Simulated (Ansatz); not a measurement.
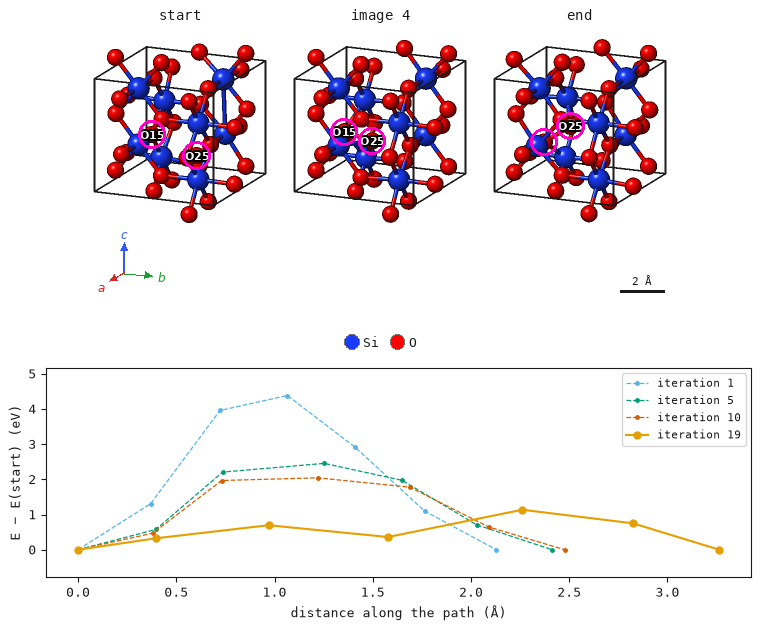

NEB run on SiO₂ with an interstitial O (25 atoms in the cell). Images are numbered from 0 (start) to 6 (end). The plot follows the band through its iterations. The picture is a ball-and-stick view of the simulation cell (origin moved), seen slightly off an axis. The atoms that move most are ringed. Bonds to atoms that aren't drawn are left out.

All numbers below come from DFT PBE, scalar-relativistic, plane waves, PAW (Ansatz 0.2.0). Settings: plane-wave cutoff 420 eV; k-point mesh 2 × 2 × 3; Fermi-Dirac smearing 0.05 eV; spin collinear; 5 movable images; climbing image; force threshold 0.05 eV/Å; iteration limit 19; optimiser FIRE; starting path by image-dependent pair potential.

Question: How did the profile develop, and is the result final?

Answer: The result isn't final. The band hadn't converged when the run stopped after 19 iterations. The barrier read from it is provisional: over the last two iterations the highest image moved from 1.28 eV to 1.13 eV. The first iteration put the highest image at 4.38 eV. The barrier is about 1.13 eV in both directions, with image 4 at the top; the ends have the same energy. The profile has 2 maxima (images 2, 4) with a dip at image 3 (+0.36 eV), which on an unconverged band is provisional.

Limits of the set-up: the periodic images lie only 5.3 Å apart, so the values are limited by the cell's size.

PAW datasets: the set soft_1.
